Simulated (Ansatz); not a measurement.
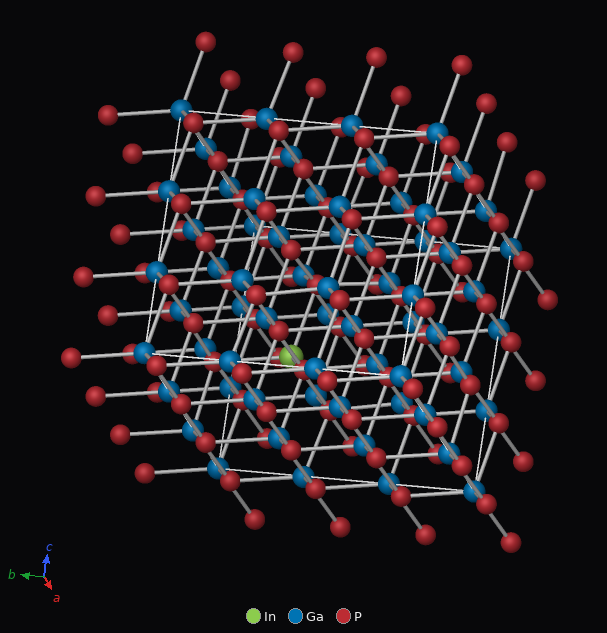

Drawn in the ball-and-stick manner and seen from a general direction. Thin lines show the simulation cell, with boundary atoms drawn in all their periodic places. Some neighbours outside the box are added.

- Formula: InGa26P27.
- The structure has F-43m (No. 216) symmetry and a face-centred cubic lattice.
- Content of the cell: 1 In, 26 Ga, 27 P (Z = 1).
- Each In atom has four P in a tetrahedral arrangement around it. Ga sits among four P in a tetrahedral arrangement.
- The coordination, counted out to bonding distance, is P 4.
- The bonds build a three-dimensional framework.

Provenance: a structure listed in the Materials Project, repeated into a supercell with a point defect put in. The atoms were relaxed in a fixed cell with DFT PBE, scalar-relativistic, plane waves, PAW (Ansatz 0.2.0).
